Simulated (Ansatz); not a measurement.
**Geometry relaxation of TaN (part 2 of 2)**

The same run, continued: TaN (slab, 6 atoms in the cell); DFT r2SCAN, scalar-relativistic, plane waves, PAW, no spin polarisation (Ansatz 0.2.0); cutoff 500 eV, 10×10×1 k-mesh, Gaussian smearing of 0.1 eV. The structure derives from an entry of the Crystallography Open Database. The input holds or restrains some coordinates. Forces given for the steps count only the free coordinates. It belongs to a series of runs on one base structure; here: clean slab, lower half held.

Geometry of the input (Å; fractional positions):
```
2.8846  0.0000  0.0000
0.0000  2.9362  0.0000
0.0000  0.0000  22.9332
N  0.0000  0.5000  0.3706
Ta 0.5000  0.0000  0.4076
N  0.0000  0.0000  0.4815
Ta 0.5000  0.5000  0.5185
N  0.0000  0.5000  0.5924
Ta 0.5000  0.0000  0.6294
```

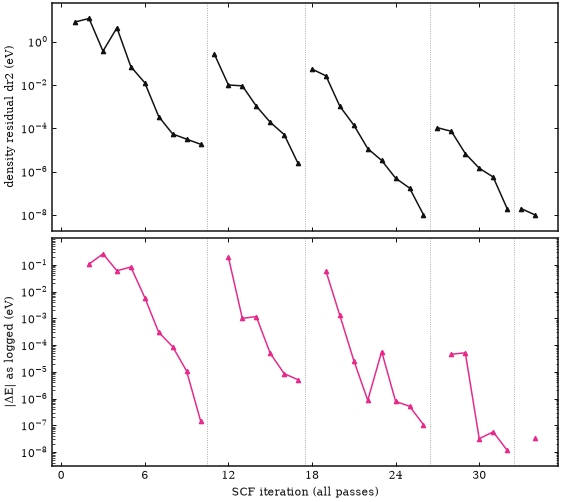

Convergence of the self-consistent field: density residual dr2 and size of the energy change against the SCF iteration. Dotted lines part the SCF passes that the log prints in full.

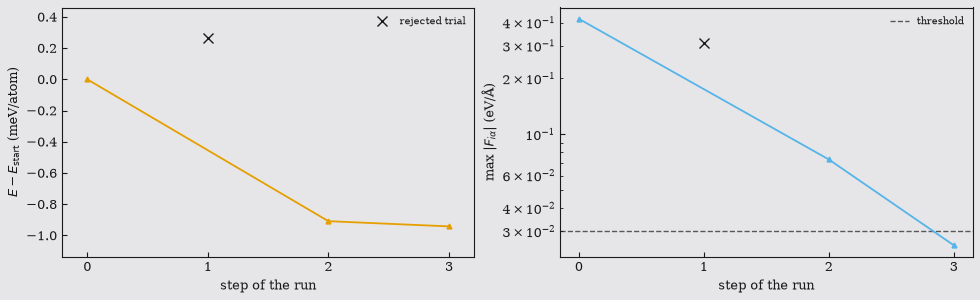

Progress of the restrained relaxation, step by step (the first geometry is step 0 here and step 1 in the log).

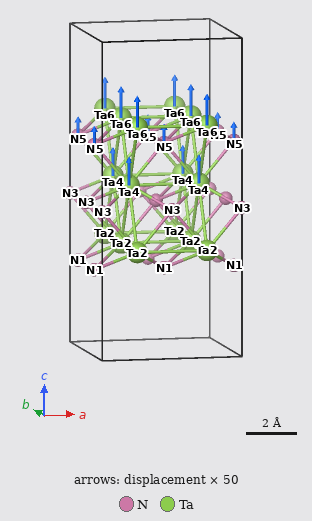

The starting structure with the displacements as blue arrows, magnified 50 times (ball-and-stick view of the 2 × 2 repeat of the cell, with the vacuum cut short, seen slightly off an axis). The atom that moves furthest is Ta6 (0.026 Å). By element the largest moves are Ta 0.026 Å, N 0.015 Å. The lattice vectors keep their values. Among the contacts that change: Ta2–Ta4 2.936 → 2.956 Å, Ta4–N5 2.226 → 2.220 Å. Over 3 geometry steps the energy falls by 0.9 meV per atom. Largest force component: 0.42 eV/Å at the start, 0.025 eV/Å at the end. The line search rejected the trial step at point 1 (counted from 0) and went back. (Atoms are counted from 1 in the order of the input.)

```
WARN: The output density's exchange-correlation potential varies sharply where the density is thin. Do not read a vacuum level from v_tot or v_xc, or from such a field of the output density. On a cell that repeats whose density bears no net charge and no dipole along the vacuum's axis use v_es (v_loc + v_h of the components); under efield.dipole_correction with no amplitude use v_es + v_field, which holds any external_charges[].barrier, or the levels of the report's work_function block, which leave it out; under a non-zero efield.amplitude the vacuum is tilted and has no level; on a cell that repeats and bears such a dipole with no correction it is tilted too, and efield.dipole_correction with no amplitude gives each side of its ramp a level where efield: is served; in a cell that repeats whose density bears a net charge (total_charge, or a fill off its count) it is curved and has none; of a slab under crystal.periodic whose density bears no net charge use v_es, which has a level on each side, short of where the two are joined; of another it falls or rises all the way out and has none; of a slab beside external_charges read slab_vacuum_level instead, which it has where they leave it neutral. The grid or the basis barely resolves most such structure, and the values can differ between equally converged runs; as a rule a tighter scf.convergence.dr2_threshold does not remove it. Where the density itself ripples (under the LDA too) a higher basis.ecutwfc lessens it. The files hold the spikes' plane waves up to the density's cutoff. Files: v_tot_of_output_density and the like, and their columns of v_z.tsv (output.write_potential); v_xc_of_output_density and the like, and their columns of v_comp_z.tsv (output.write_potential_components). Measured: with its Gaussian average of σ = 0.25 Å subtracted twice, the exchange-correlation potential is over 0.1 eV at 3240 of the grid points where the equally averaged density (valence and model cores) is under 1e-3 e/Å³, and 0.402 eV at the most among them, at an averaged density of 3.2e-9 e/Å³. The input density's (outcome.potential() and, of a run that writes arrays, v_tot and v_xc) is over 0.1 eV, so measured, at 5 points of its own thin density, 0.117 eV at the most. See output.write_potential in the manual, Limitations
SCF converged after 2 iterations
Free energy (F): -30991.797417 eV
Harris-Foulkes:  -30991.797417 eV  (|F-HF|=3.66e-9)
Internal energy: -30991.786479 eV  (E = F + TS)
E sigma→0 (E₀):  -30991.791948 eV
Entropy (-TS):   -0.010938 eV (-1.823 meV/atom)
Fermi energy:    2.580023 eV
Dipole field:    D = 0.047918 V/Å  (p = 0.051436 e·Å, saw-weighted, corrected)
Work function:   Φ+ = 5.5275 eV   Φ− = 6.6264 eV
Levels:          The Fermi level and band energies are counted from a zero that moves with the ramp; work functions are not
--- Per-component energies (eV) ---
  E_band       = -1115.719144
  E_kinetic    = 1489.338215
  E_local      = -55837.042655  (includes V_loc(G=0)·N_el)
  E_nonlocal   = 177.543460
  E_hartree    = 27171.916940
  E_xc         = -791.206724
  E_vxc        = -917.768285  (∫ρ·V_xc dr)
  E_paw        = -25654.395897  (= ΣΔE_a)
  E_vpaw       = -419.006605  (= ΣTr[D̂ρ^β])
  E_aug_tail   = 0.000251  (compensation charges beyond the density's cutoff)
  E_vtau       = 47.903509  (kinetic-family band-sum trace: ∫τ·v_τ [+ j·A + Jᵃ·Aᵃ] dr)
  E_efield     = 0.001232  (sawtooth field / dipole correction)
  E_vefield    = -0.519395  (∫n·V_field dr)
  E_ewald      = 22454.416233
  E_core_change = -2.357535  (= ΣΔE_core)
  E_smearing   = -0.010938  (= −TS)
  E_closure    = -0.000000  (closes the sum)
  Σ components = -30991.797417   (vs F -30991.797417, Δ=0.00e0)
--- Forces (eV/Å), atoms counted from 1 ---
  atom   1  N      0.00000000     0.00000000     3.26299969
  atom   2  Ta     0.00000000    -0.00000000    -3.52147290
  atom   3  N      0.00000000     0.00000000     0.26235632
  atom   4  Ta     0.00000000     0.00000000     0.01107355
  atom   5  N      0.00000000    -0.00000000    -0.02530834
  atom   6  Ta     0.00000000     0.00000000     0.01034314
  max |Σ_I F_I| component: 8.54e-6 eV/Å
--- Band table (eV; the first three rows and the last of 36) ---
  k-point 0: bands = ["-67.7374", "-67.4046", "-67.3225", "-33.8425", "-33.4926", "-33.3583", "-33.2734", "-33.0612", "-33.0116", "-32.9985", "-32.7555", "-32.7123", "-15.3759", "-14.2839", "-12.2966", "-5.0402", "-3.4181", "-2.1222", "-1.5444", "-1.1186", "-1.0096", "-0.8319", "-0.7597", "-0.5199", "0.1823", "1.2850", "1.3835", "1.7540", "5.8672", "6.0907", "6.3341", "6.5518", "6.7146"]
  k-point 1: bands = ["-67.7334", "-67.4004", "-67.3192", "-33.8245", "-33.5026", "-33.4257", "-33.2659", "-33.0864", "-33.0440", "-33.0047", "-32.7785", "-32.7493", "-15.2438", "-14.1856", "-12.1748", "-4.9573", "-3.4774", "-2.1980", "-2.1482", "-1.3371", "-1.1258", "-0.7129", "-0.5988", "0.0954", "0.1444", "1.3077", "1.5463", "1.6500", "5.5234", "5.6502", "5.6818", "6.3200", "6.4942"]
  k-point 2: bands = ["-67.7227", "-67.3892", "-67.3105", "-33.7966", "-33.6130", "-33.5126", "-33.2464", "-33.2061", "-33.1038", "-32.9866", "-32.9315", "-32.7329", "-14.8889", "-13.9361", "-11.8551", "-4.7884", "-3.8542", "-3.0394", "-2.2368", "-1.7627", "-1.4340", "-0.3793", "-0.2223", "-0.0300", "0.9050", "1.0405", "1.7890", "2.1932", "4.8934", "4.9628", "5.1389", "5.8042", "5.9264"]
  k-point 35: bands = ["-67.6449", "-67.3092", "-67.2393", "-33.9780", "-33.9772", "-33.7542", "-33.7185", "-33.4756", "-33.3689", "-33.3685", "-33.1287", "-33.0533", "-14.0425", "-13.6441", "-11.4878", "-4.6114", "-4.3797", "-4.3210", "-4.0783", "-2.6723", "-2.5925", "-1.6116", "-0.9156", "0.8741", "1.5203", "2.5307", "4.1803", "4.1953", "6.6098", "6.6606", "6.9734", "7.3957", "8.5308"]
--- Relaxed structure (4 steps of the walk, 3 accepted, 0 SCFs on fresh bases) ---
  F+E_penalty+E_count = -30991.79741722 eV   max|allowed force component| = 2.527e-2 eV/Å
  atoms:
    - { symbol: N, position: [0.0, 0.4999999999999999, 0.3706422842] }
    - { symbol: Ta, position: [0.49999999999999994, 0.0, 0.40760163159999996] }
    - { symbol: N, position: [0.0, 0.0, 0.4815203263] }
    - { symbol: Ta, position: [0.49999999999999994, 0.4999999999999999, 0.5195017284405828] }
    - { symbol: N, position: [0.0, 0.4999999999999999, 0.5930704011455571] }
    - { symbol: Ta, position: [0.49999999999999994, 4.912553855226618e-19, 0.6304907473600996] }
```

**Trajectory as extended XYZ (Å, eV, eV/Å), 4 frames, from step=1 to step=4**
```
6
Lattice="2.8846 0.0000 0.0000 0.0000 2.9362 0.0000 0.0000 0.0000 22.9332" Properties=species:S:1:pos:R:3:forces:R:3 step=1 energy=-30991.79177
N     0.0000    1.4681    8.5000    0.0000   0.0000   3.2545
Ta    1.4423    0.0000    9.3476    0.0000   0.0000  -3.7382
N     0.0000    0.0000   11.0428    0.0000   0.0000   0.0501
Ta    1.4423    1.4681   11.8904    0.0000   0.0000   0.4192
N     0.0000    1.4681   13.5856    0.0000   0.0000  -0.0947
Ta    1.4423    0.0000   14.4332    0.0000   0.0000   0.1076
6
Lattice="2.8846 0.0000 0.0000 0.0000 2.9362 0.0000 0.0000 0.0000 22.9332" Properties=species:S:1:pos:R:3:forces:R:3 step=2 energy=-30991.79017 accepted=F
N     0.0000    1.4681    8.5000    0.0000   0.0000   3.2698
Ta    1.4423    0.0000    9.3476    0.0000   0.0000  -3.2822
N     0.0000    0.0000   11.0428    0.0000   0.0000   0.5096
Ta    1.4423    1.4681   11.9396    0.0000   0.0000  -0.3101
N     0.0000    1.4681   13.6334    0.0000   0.0000  -0.0987
Ta    1.4423    0.0000   14.4935    0.0000   0.0000  -0.0863
6
Lattice="2.8846 0.0000 0.0000 0.0000 2.9362 0.0000 0.0000 0.0000 22.9332" Properties=species:S:1:pos:R:3:forces:R:3 step=3 energy=-30991.79722
N     0.0000    1.4681    8.5000    0.0000   0.0000   3.2631
Ta    1.4423    0.0000    9.3476    0.0000   0.0000  -3.5200
N     0.0000    0.0000   11.0428    0.0000   0.0000   0.2665
Ta    1.4423    1.4681   11.9137    0.0000   0.0000   0.0399
N     0.0000    1.4681   13.6052    0.0000   0.0000  -0.0733
Ta    1.4423    0.0000   14.4599    0.0000   0.0000   0.0236
6
Lattice="2.8846 0.0000 0.0000 0.0000 2.9362 0.0000 0.0000 0.0000 22.9332" Properties=species:S:1:pos:R:3:forces:R:3 step=4 energy=-30991.79742
N     0.0000    1.4681    8.5000    0.0000   0.0000   3.2630
Ta    1.4423    0.0000    9.3476    0.0000   0.0000  -3.5215
N     0.0000    0.0000   11.0428    0.0000   0.0000   0.2624
Ta    1.4423    1.4681   11.9138    0.0000   0.0000   0.0111
N     0.0000    1.4681   13.6010    0.0000   0.0000  -0.0253
Ta    1.4423    0.0000   14.4591    0.0000   0.0000   0.0103
```

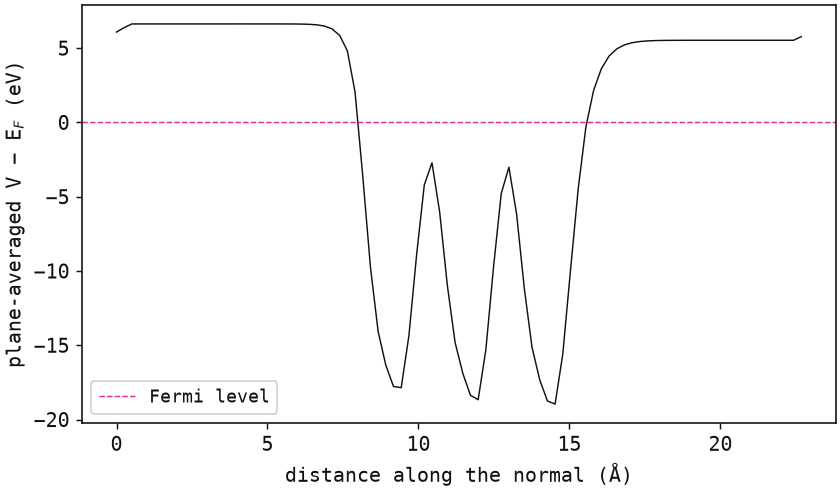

Plane average of the electrostatic potential energy of an electron across the cell, from the Fermi level. The vacuum level lies 5.53 eV above the Fermi level on the upper side and 6.63 eV on the lower.

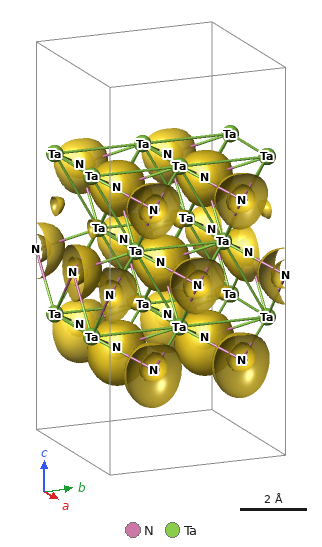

Isosurface of the ELF at 0.7 (yellow), seen slightly off an axis. Core shells and regions of very low density are left out. Sticks mark near contacts. Along the contacts the grid gives the following. Ta–N (2.22 Å): the ELF is about 0.20 at the midpoint (a polar contact without a shared pair, in a metal). Ta–Ta (2.88 Å): the ELF is about 0.20 at the midpoint; no localised pair between them. The fields are those of the smooth PAW valence density.

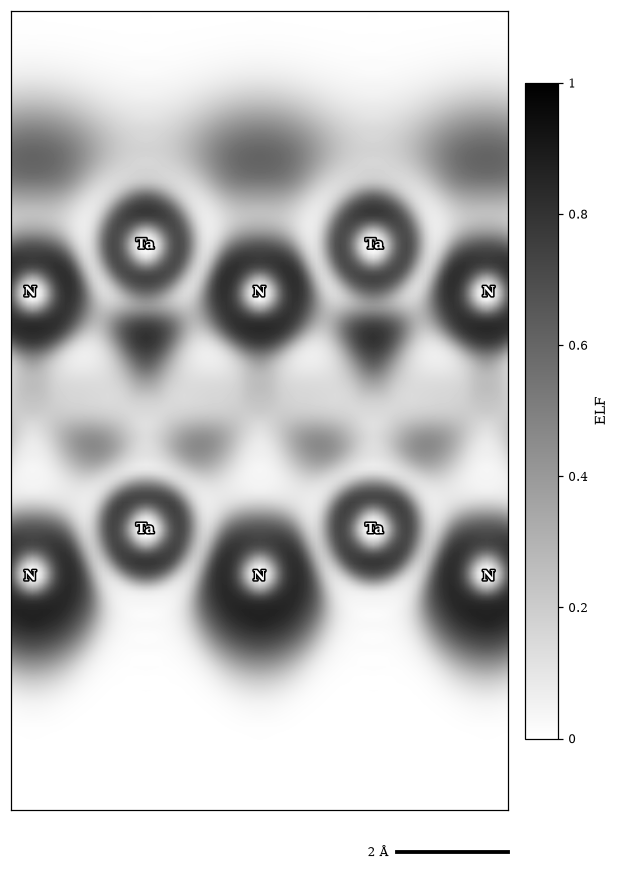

ELF on the (110) plane of the calculation cell, a cut from vacuum to vacuum. Atoms in the plane: N and Ta. Ta–N (2.23 Å): the ELF is about 0.25 at the midpoint; no shared pair; the contact is polar. The strong features right at Ta lie inside the PAW spheres (semicore, d or f shells) and say nothing about bonding.

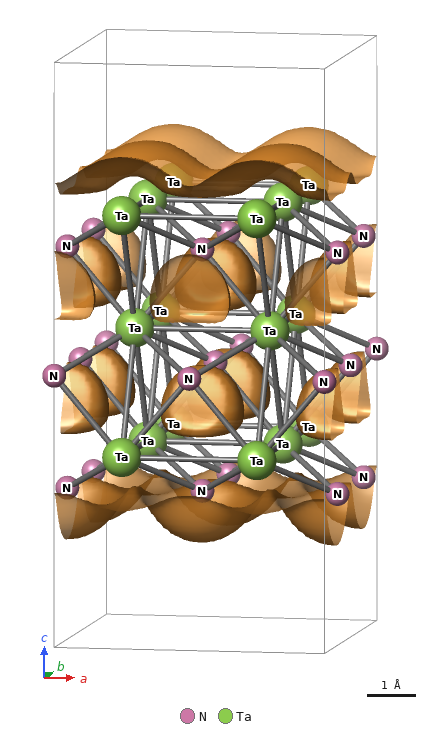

Isosurface of the valence charge density (pseudo) at 0.2 e/Å³ (orange), seen slightly off an axis. Sticks mark near contacts. At this value the density is joined into sheets; it holds about 95 % of the electrons treated as valence (semicore included). On the grid the lowest density along these lines, outside the cores, is 0.54 e/Å³ (Ta–N, 2.22 Å), 0.28 e/Å³ (Ta–Ta, 2.88 Å) and 0.29 e/Å³ (Ta–Ta, 2.94 Å).

**Summary**

```tsv
quantity	value
outcome	converged under the restraints of the input
electrons treated	54
free energy	−30991.7974 eV
work function, top face	5.53 eV
work function, bottom face	6.63 eV
Fermi energy	2.580 eV
gap on the k-point mesh	none (metallic)
final volume	194.24 Å³
work function (upper face)	5.53 eV
largest force (length of the vector) at the end, held atoms and coordinates included	3.521 eV/Å
wall time	45 s (CPU time 2.9 min)
peak memory	1.1 GiB
```

Warnings of the run: the exchange-correlation potential is rough where the density is thin. Spin–orbit coupling is left out, which matters for Ta.
